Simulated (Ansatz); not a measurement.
Geometry relaxation, with input and output: CH6Si14 (part 1 of 3)

- system: CH6Si14 (slab, 42 atoms in the cell)
- method: DFT PBE+D3(BJ), scalar-relativistic, plane waves, PAW, no spin polarisation (Ansatz 0.2.0)

The structure derives from an entry of the Crystallography Open Database. The input holds or restrains some coordinates. Forces given for the steps count only the free coordinates.

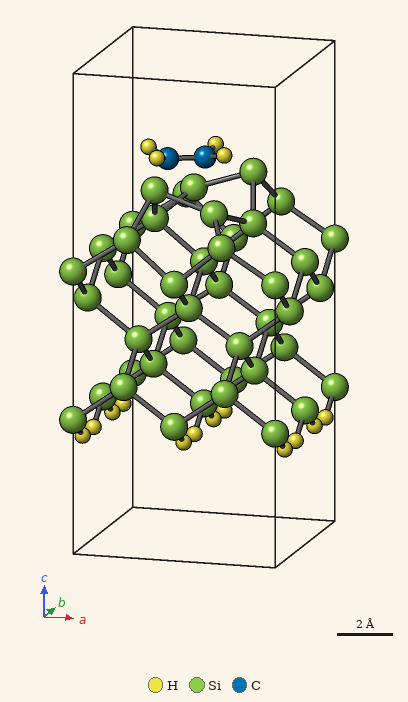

**Figure 1.** The structure as given in the input (ball-and-stick view of the cell of the calculation, with the vacuum cut short, seen slightly off an axis). An atom can appear more than once, as a periodic image.

Input file:
```yaml
crystal:
  lattice:
    - [7.6671912071, 0.0, 0.0]
    - [0.0, 7.6671912071, 0.0]
    - [0.0, 0.0, 28.3426103428]
  atoms:
    - { symbol: H, position: [0.5, 0.3413258562, 0.299901805] }
    - { symbol: H, position: [0.5, 0.6586741438, 0.299901805] }
    - { symbol: H, position: [0.5, 0.8413258562, 0.299901805] }
    - { symbol: H, position: [0.5, 0.1586741438, 0.299901805] }
    - { symbol: H, position: [0.0, 0.6586741438, 0.299901805] }
    - { symbol: H, position: [0.0, 0.3413258562, 0.299901805] }
    - { symbol: H, position: [0.0, 0.1586741438, 0.299901805] }
    - { symbol: H, position: [0.0, 0.8413258562, 0.299901805] }
    - { symbol: Si, position: [0.5, 0.5, 0.3302563133] }
    - { symbol: Si, position: [0.5, 0.0, 0.3302563133] }
    - { symbol: Si, position: [0.0, 0.5, 0.3302563133] }
    - { symbol: Si, position: [0.0, 0.0, 0.3302563133] }
    - { symbol: Si, position: [0.75, 0.5, 0.3780776221] }
    - { symbol: Si, position: [0.75, 0.0, 0.3780776221] }
    - { symbol: Si, position: [0.25, 0.5, 0.3780776221] }
    - { symbol: Si, position: [0.25, 0.0, 0.3780776221] }
    - { symbol: Si, position: [0.75, 0.75, 0.4258989311] }
    - { symbol: Si, position: [0.75, 0.25, 0.4258989311] }
    - { symbol: Si, position: [0.25, 0.75, 0.4258989311] }
    - { symbol: Si, position: [0.25, 0.25, 0.4258989311] }
    - { symbol: Si, position: [0.0013273795, 0.75, 0.4762395904] }
    - { symbol: Si, position: [-0.0013273795, 0.25, 0.4762395904] }
    - { symbol: Si, position: [0.5012195402, 0.75, 0.4713801939] }
    - { symbol: Si, position: [0.4987804598, 0.25, 0.4713801939] }
    - { symbol: Si, position: [0.0, 0.0, 0.5260695028] }
    - { symbol: Si, position: [0.0, 0.5, 0.5260695028] }
    - { symbol: Si, position: [0.5, 0.0, 0.5178033192] }
    - { symbol: Si, position: [0.5, 0.5, 0.5178033192] }
    - { symbol: Si, position: [0.2614780175, 0.0155182396, 0.5712646603] }
    - { symbol: Si, position: [0.2614780175, 0.4844817604, 0.5712646603] }
    - { symbol: Si, position: [0.7385219825, -0.0155182396, 0.5712646603] }
    - { symbol: Si, position: [0.7385219825, 0.5155182396, 0.5712646603] }
    - { symbol: Si, position: [0.329679467, 0.25, 0.6237551315] }
    - { symbol: Si, position: [0.3763134333, 0.75, 0.5976711172] }
    - { symbol: Si, position: [0.6236865667, 0.25, 0.5976711172] }
    - { symbol: Si, position: [0.670320533, 0.75, 0.6237551315] }
    - { symbol: C, position: [0.443226489, 0.0833333333, 0.6780902821] }
    - { symbol: C, position: [0.6046079925, 0.1630301167, 0.6780902821] }
    - { symbol: H, position: [0.3269316108, 0.1568189292, 0.6869109234] }
    - { symbol: H, position: [0.4308839369, -0.0536786841, 0.6869109234] }
    - { symbol: H, position: [0.6169505445, 0.3000421341, 0.6869109234] }
    - { symbol: H, position: [0.7209028707, 0.0895445209, 0.6869109234] }
basis:
  ecutwfc: 420
kpoints:
  mp_grid: { grid: [4, 4, 1] }
hamiltonian:
  xc: pbe
  dispersion: d3bj
scf:
  occupations: { method: gaussian, width: 0.05 }
output:
  forces: true
  eigenvalues: true
  write_density: true
  write_potential: true
  elf: true
  volumetric_format: npy
relax:
  adjacent_minimum: "off"
  f_tol: 0.03
  max_steps: 70
  constraints:
    - { sites: [0, 1, 2, 3, 4, 5, 6, 7, 8, 9, 10, 11, 12, 13, 14, 15, 16, 17, 18, 19] }
efield:
  axis: 3
  dipole_correction: true
```

Machine: 8 threads of Arm Neoverse N1, 98 GiB of memory available, shared host.

Launched with:
```bash
ansatz run input.yaml --threads 8 --pin off --max-ram 22528MiB --backend cpu --events-out ev --progress --plain --runs-dir out
```

Log:
```
Engine: ansatz 0.2.0, aarch64-unknown-linux-gnu
Pseudopotentials: kind: paw
Pseudopotential: H, paw, valence charge 1, recommended cutoff 420 eV (normal), H.paw.azcp
Pseudopotential: Si, paw, valence charge 4, recommended cutoff 420 eV (normal), Si.paw.azcp
Pseudopotential: C, paw, valence charge 4, recommended cutoff 420 eV (normal), C.paw.azcp
Functional definition: PBE
  parameter kappa = 0.804
  parameter beta = 0.06672455060314922
  exchange = pbe_x(kappa = kappa, mu = beta*pi^2/3)
  correlation = pbe_c(beta = beta)
Crystal: 42 atoms, lattice volume = 1666.144 Å³
Basis set: ecut = 420 eV, 32547 PW (Γ), exchange–correlation on 108×108×384 points (8 copies of the dense FFT grid, shifted against one another)
Bands: 108, of which v1, the nominal top of the filled ones, is band 66 counted from 1 (65 counted from 0)
Symmetry: 1 space group operations
Space group: P1 (ITA 1), of the structure as read, at distance tolerance 1.2e-4 Å
k-points: 10 of 16 (time reversal used)
Non-local potential: H, projectors of the file, l = 0: 2, l = 1: 1
Non-local potential: Si, projectors of the file, l = 0: 2, l = 1: 2, l = 2: 2
Non-local potential: C, projectors of the file, l = 0: 2, l = 1: 2, l = 2: 1
PAW form: soft (Blöchl's): semilocal exchange-correlation on the pseudo side does not see the compensation charge
PAW one-centre angular grid: H, 110 points (default); XC on 64 Gauss nodes
PAW one-centre angular grid: Si, 110 points (default); XC on 64 Gauss nodes
PAW one-centre angular grid: C, 110 points (default); XC on 64 Gauss nodes
Initial density: superposition of atomic densities (neutral atoms: chi_scale 0, normalization atom), corrected by the library's trained network
Initial wavefunctions: pseudopotential atomic-orbital guess
Functional: x = pbe(κ = 0.804, μ = 0.2195149727645171), c = pbe(β = 0.06672455060314922)
SCF iter   1: F=—  HF=-18494.382334 eV  |F-HF|=—  |Δ(HF+E_count)|=         —  Δρ=3.00e-3  dr2=4.19e-1  ethr=1.77e-3  p=-0.129 e·Å  D=-1.40e-2 V/Å  ΔV_dip=0.40 eV  dr2_dipole=1.59e-1  V_vac-E_F(+/−)=4.23/3.83 eV  ⟨swp⟩=7.4  Hψ=5906  notcnv=0  defer=245
efield: sawtooth ramp at fractional position 0.9434 (placed from the atoms, in the widest stretch of the axis that holds none; the zero of the levels goes with the place), width 0.1000; the density the first Hamiltonian is built on has a dipole p = -0.129 e·Å; the dipole correction subtracts the counter field D = -1.40e-2 V/Å, which shifts the + side's vacuum level by +0.40 eV against the − side's; the planar-averaged density in the ramp window peaks in size at 1.4e-5 e/Å³
preconditioner: auto → Resta (q_TF=auto, 1.788 Å⁻¹)  ε∞=2.5  [insulator: Δε(μ)=0.198 eV  Ē_g=8.396 eV  σ=0.050 eV  W_gap=0.99  n_scr=156 (ndim 8)  ℏωp=10.4 eV  f_vac=0.555  D(μ)=0.06/eV (n_scr^D=0)  ε∞_Penn≈2.5  vacuum switching on, ρ_ref=5.1e-3 e/Å³]
SCF iter   2: F=—  HF=-18494.386647 eV  |F-HF|=—  |Δ(HF+E_count)|=   4.31e-3  Δρ=1.85e-3  dr2=6.14e-1  ethr=3.17e-4  p=0.237 e·Å  D=2.58e-2 V/Å  ΔV_dip=-0.73 eV  dr2_dipole=2.45e-1  V_vac-E_F(+/−)=3.96/4.70 eV  ⟨swp⟩=2.5  Hψ=1806  notcnv=0  defer=350
SCF iter   3: F=—  HF=-18494.333228 eV  |F-HF|=—  |Δ(HF+E_count)|=   5.34e-2  Δρ=1.19e-3  dr2=9.94e-2  ethr=3.17e-4  p=0.021 e·Å  D=2.31e-3 V/Å  ΔV_dip=-0.07 eV  dr2_dipole=4.10e-2  V_vac-E_F(+/−)=4.06/4.12 eV  ⟨swp⟩=3.5  Hψ=1074  notcnv=0  defer=350
SCF iter   4: F=—  HF=-18494.327225 eV  |F-HF|=—  |Δ(HF+E_count)|=   6.00e-3  Δρ=7.32e-4  dr2=1.99e-2  ethr=7.53e-5  p=0.099 e·Å  D=1.08e-2 V/Å  ΔV_dip=-0.31 eV  dr2_dipole=3.56e-5  V_vac-E_F(+/−)=3.94/4.25 eV  ⟨swp⟩=1.2  Hψ=1252  notcnv=0  defer=348
SCF iter   5: F=—  HF=-18494.327015 eV  |F-HF|=—  |Δ(HF+E_count)|=   2.10e-4  Δρ=2.62e-4  dr2=1.60e-3  ethr=1.51e-5  p=0.119 e·Å  D=1.29e-2 V/Å  ΔV_dip=-0.37 eV  dr2_dipole=6.37e-6  V_vac-E_F(+/−)=3.90/4.27 eV  ⟨swp⟩=2.0  Hψ=1355  notcnv=0  defer=348
SCF iter   6: F=—  HF=-18494.327351 eV  |F-HF|=—  |Δ(HF+E_count)|=   3.36e-4  Δρ=1.13e-4  dr2=3.25e-4  ethr=1.21e-6  p=0.127 e·Å  D=1.38e-2 V/Å  ΔV_dip=-0.39 eV  dr2_dipole=2.95e-7  V_vac-E_F(+/−)=3.88/4.27 eV  ⟨swp⟩=2.0  Hψ=1389  notcnv=0  defer=348
SCF iter   7: F=—  HF=-18494.327439 eV  |F-HF|=—  |Δ(HF+E_count)|=   8.79e-5  Δρ=4.59e-5  dr2=6.11e-5  ethr=2.46e-7  p=0.129 e·Å  D=1.40e-2 V/Å  ΔV_dip=-0.40 eV  dr2_dipole=1.98e-6  V_vac-E_F(+/−)=3.87/4.27 eV  ⟨swp⟩=2.1  Hψ=1192  notcnv=0  defer=348
SCF iter   8: F=-18494.327456 eV  HF=-18494.327455 eV  |F-HF|=6.03e-7  |Δ(HF+E_count)|=   1.56e-5  Δρ=1.79e-5  dr2=8.75e-6  ethr=1.70e-8  p=0.130 e·Å  D=1.41e-2 V/Å  ΔV_dip=-0.40 eV  dr2_dipole=3.89e-7  V_vac-E_F(+/−)=3.87/4.27 eV  ⟨swp⟩=31.2  Hψ=14565  notcnv=0
WARN: dispersion: an atom stands within reach of a switch of its C6 between two reference coordination numbers of its element: through that C6 alone, e_disp changes by 0.025 eV or more while the distances to its neighbours run over a stretch of 0.05 Å that contains this geometry (sites counted from 0 in the run's list of atoms or, in a supercell that it derives, in that cell's: here a list of 42) — site 33 (Si): coordination number 3.317 (about 3.17 to 3.46 with every neighbour 0.05 Å farther or nearer), switch near 3.404 between the references 2.941 (weight 0.66) and 3.868 (weight 0.34), e_disp changing by some 0.03 eV. This is how the published method behaves, and the energy and the forces stay consistent. Where you compare this geometry's total energy with another's, compare their components.e_disp too, and, where the geometries are yours to choose, keep both on one side of the switch, which a site's coordination number tells: a relaxation that ends in reach of it can search the other side under relax.adjacent_minimum: search, except where no move that the cell, the constraints and the symmetry allow carries the atom there
SCF 1 converged in 8 iterations: F = -18494.327456 eV  dr2 = 8.75e-6
  greatest PAW one-centre occupation: 0.689 electrons in one spin orbital (limit 2), on the Si atom at site 32 (counted from 0), in its partial waves of l = 0
relax step   1: F+E_penalty+E_count = -18494.32745556 eV  Δ(F+E_penalty+E_count) = +0.000e0 eV  max|allowed force component| = 2.607e0 eV/Å  Δτ_max = 0.0000 Å  (8 SCF iters, dr2 threshold 2.25e-5 eV, accepted)
Initial density: handed on by an earlier stage of this run
Initial wavefunctions: those handed on with the density
iter 1 solved again at ethr=2.64e-4 eV; its pass at ethr=3.10e-3 eV (dr2=3.49e-1 eV) is discarded
SCF iter   1: F=—  HF=-18495.461201 eV  |F-HF|=—  |Δ(HF+E_count)|=         —  Δρ=5.51e-3  dr2=3.66e-1  ethr=2.64e-4  p=0.130 e·Å  D=1.41e-2 V/Å  ΔV_dip=-0.40 eV  dr2_dipole=1.54e-3  V_vac-E_F(+/−)=3.99/4.39 eV  ⟨swp⟩=2.0  Hψ=4321  notcnv=0  defer=351
efield: sawtooth ramp at fractional position 0.9434 (handed on by an earlier solve), width 0.1000; the density the first Hamiltonian is built on has a dipole p = 0.130 e·Å; the dipole correction subtracts the counter field D = 1.41e-2 V/Å, which shifts the + side's vacuum level by -0.40 eV against the − side's; the planar-averaged density in the ramp window peaks in size at 1.2e-6 e/Å³
preconditioner: auto → Resta (q_TF=auto, 1.788 Å⁻¹)  ε∞=2.5  [insulator: Δε(μ)=0.448 eV  Ē_g=8.550 eV  σ=0.050 eV  W_gap=1.00  n_scr=156 (ndim 8)  ℏωp=10.5 eV  f_vac=0.556  D(μ)=0.00/eV (n_scr^D=0)  ε∞_Penn≈2.5  vacuum switching on, ρ_ref=5.3e-3 e/Å³]
SCF iter   2: F=—  HF=-18495.391376 eV  |F-HF|=—  |Δ(HF+E_count)|=   6.98e-2  Δρ=2.41e-3  dr2=6.20e-2  ethr=2.64e-4  p=0.076 e·Å  D=8.26e-3 V/Å  ΔV_dip=-0.23 eV  dr2_dipole=6.06e-4  V_vac-E_F(+/−)=4.11/4.35 eV  ⟨swp⟩=3.0  Hψ=1450  notcnv=0  defer=351
SCF iter   3: F=—  HF=-18495.387969 eV  |F-HF|=—  |Δ(HF+E_count)|=   3.41e-3  Δρ=1.12e-3  dr2=3.46e-2  ethr=4.70e-5  p=0.102 e·Å  D=1.11e-2 V/Å  ΔV_dip=-0.31 eV  dr2_dipole=5.44e-3  V_vac-E_F(+/−)=4.10/4.41 eV  ⟨swp⟩=2.0  Hψ=1747  notcnv=0  defer=361
SCF iter   4: F=—  HF=-18495.388314 eV  |F-HF|=—  |Δ(HF+E_count)|=   3.45e-4  Δρ=5.11e-4  dr2=3.39e-2  ethr=2.62e-5  p=0.042 e·Å  D=4.60e-3 V/Å  ΔV_dip=-0.13 eV  dr2_dipole=1.31e-2  V_vac-E_F(+/−)=4.15/4.28 eV  ⟨swp⟩=2.0  Hψ=1473  notcnv=0  defer=361
SCF iter   5: F=—  HF=-18495.384854 eV  |F-HF|=—  |Δ(HF+E_count)|=   3.46e-3  Δρ=2.06e-4  dr2=1.05e-3  ethr=2.57e-5  p=0.078 e·Å  D=8.42e-3 V/Å  ΔV_dip=-0.24 eV  dr2_dipole=8.90e-5  V_vac-E_F(+/−)=4.12/4.36 eV  ⟨swp⟩=1.6  Hψ=1024  notcnv=0  defer=361
SCF iter   6: F=—  HF=-18495.384835 eV  |F-HF|=—  |Δ(HF+E_count)|=   1.88e-5  Δρ=7.36e-5  dr2=1.90e-4  ethr=7.97e-7  p=0.081 e·Å  D=8.82e-3 V/Å  ΔV_dip=-0.25 eV  dr2_dipole=2.12e-5  V_vac-E_F(+/−)=4.10/4.35 eV  ⟨swp⟩=2.0  Hψ=1371  notcnv=0  defer=361
SCF iter   7: F=-18495.384830 eV  HF=-18495.384835 eV  |F-HF|=4.76e-6  |Δ(HF+E_count)|=   1.16e-7  Δρ=2.34e-5  dr2=1.74e-5  ethr=7.58e-8  p=0.084 e·Å  D=9.11e-3 V/Å  ΔV_dip=-0.26 eV  dr2_dipole=3.68e-7  V_vac-E_F(+/−)=4.10/4.36 eV  ⟨swp⟩=24.5  Hψ=12448  notcnv=0
WARN: dispersion: an atom stands within reach of a switch of its C6 between two reference coordination numbers of its element: through that C6 alone, e_disp changes by 0.025 eV or more while the distances to its neighbours run over a stretch of 0.05 Å that contains this geometry (sites counted from 0 in the run's list of atoms or, in a supercell that it derives, in that cell's: here a list of 42) — site 33 (Si): coordination number 3.342 (about 3.20 to 3.49 with every neighbour 0.05 Å farther or nearer), switch near 3.404 between the references 2.941 (weight 0.61) and 3.868 (weight 0.39), e_disp changing by some 0.03 eV. This is how the published method behaves, and the energy and the forces stay consistent. Where you compare this geometry's total energy with another's, compare their components.e_disp too, and, where the geometries are yours to choose, keep both on one side of the switch, which a site's coordination number tells: a relaxation that ends in reach of it can search the other side under relax.adjacent_minimum: search, except where no move that the cell, the constraints and the symmetry allow carries the atom there
SCF 2 converged in 7 iterations: F = -18495.384830 eV  dr2 = 1.74e-5
  greatest PAW one-centre occupation: 0.677 electrons in one spin orbital (limit 2), on the Si atom at site 32 (counted from 0), in its partial waves of l = 0
relax step   2: F+E_penalty+E_count = -18495.38483041 eV  Δ(F+E_penalty+E_count) = -1.057e0 eV  max|allowed force component| = 1.561e0 eV/Å  Δτ_max = 0.1948 Å  (7 SCF iters, dr2 threshold 1.00e-4 eV, accepted)
[... from here on the SCF iterations and repeated set-up lines of each step are left out, up to the last step ...]
SCF 3 converged in 7 iterations: F = -18496.207275 eV  dr2 = 1.88e-5
relax step   3: F+E_penalty+E_count = -18496.20727477 eV  Δ(F+E_penalty+E_count) = -8.224e-1 eV  max|allowed force component| = 1.464e0 eV/Å  Δτ_max = 0.1986 Å  (7 SCF iters, dr2 threshold 1.00e-4 eV, accepted)
SCF 4 converged in 7 iterations: F = -18496.901781 eV  dr2 = 1.21e-5
relax step   4: F+E_penalty+E_count = -18496.90178147 eV  Δ(F+E_penalty+E_count) = -6.945e-1 eV  max|allowed force component| = 1.699e0 eV/Å  Δτ_max = 0.1950 Å  (7 SCF iters, dr2 threshold 1.00e-4 eV, accepted)
SCF 5 converged in 7 iterations: F = -18497.388399 eV  dr2 = 9.34e-6
relax step   5: F+E_penalty+E_count = -18497.38839929 eV  Δ(F+E_penalty+E_count) = -4.866e-1 eV  max|allowed force component| = 1.696e0 eV/Å  Δτ_max = 0.2000 Å  (7 SCF iters, dr2 threshold 1.00e-4 eV, accepted)
SCF 6 converged in 7 iterations: F = -18497.704021 eV  dr2 = 7.49e-6
relax step   6: F+E_penalty+E_count = -18497.70402097 eV  Δ(F+E_penalty+E_count) = -3.156e-1 eV  max|allowed force component| = 1.176e0 eV/Å  Δτ_max = 0.1945 Å  (7 SCF iters, dr2 threshold 1.00e-4 eV, accepted)
SCF 7 converged in 7 iterations: F = -18497.816323 eV  dr2 = 6.36e-6
relax step   7: F+E_penalty+E_count = -18497.81632256 eV  Δ(F+E_penalty+E_count) = -1.123e-1 eV  max|allowed force component| = 3.432e-1 eV/Å  Δτ_max = 0.1936 Å  (7 SCF iters, dr2 threshold 1.00e-4 eV, accepted)
SCF 8 converged in 7 iterations: F = -18497.871928 eV  dr2 = 5.69e-6
relax step   8: F+E_penalty+E_count = -18497.87192780 eV  Δ(F+E_penalty+E_count) = -5.561e-2 eV  max|allowed force component| = 2.311e-1 eV/Å  Δτ_max = 0.2000 Å  (7 SCF iters, dr2 threshold 1.00e-5 eV, accepted)
SCF 9 converged in 8 iterations: F = -18497.906695 eV  dr2 = 8.80e-7
relax step   9: F+E_penalty+E_count = -18497.90669451 eV  Δ(F+E_penalty+E_count) = -3.477e-2 eV  max|allowed force component| = 1.587e-1 eV/Å  Δτ_max = 0.1946 Å  (8 SCF iters, dr2 threshold 4.55e-6 eV, accepted)
SCF 10 converged in 7 iterations: F = -18497.912646 eV  dr2 = 6.21e-6
relax step  10: F+E_penalty+E_count = -18497.91264569 eV  Δ(F+E_penalty+E_count) = -5.951e-3 eV  max|allowed force component| = 2.132e-1 eV/Å  Δτ_max = 0.2000 Å  (7 SCF iters, dr2 threshold 1.14e-5 eV, accepted)
SCF 11 converged in 7 iterations: F = -18497.930459 eV  dr2 = 2.25e-6
relax step  11: F+E_penalty+E_count = -18497.93045915 eV  Δ(F+E_penalty+E_count) = -1.781e-2 eV  max|allowed force component| = 7.904e-2 eV/Å  Δτ_max = 0.1359 Å  (7 SCF iters, dr2 threshold 2.14e-5 eV, accepted)
SCF 12 converged in 8 iterations: F = -18497.932435 eV  dr2 = 3.55e-8
```
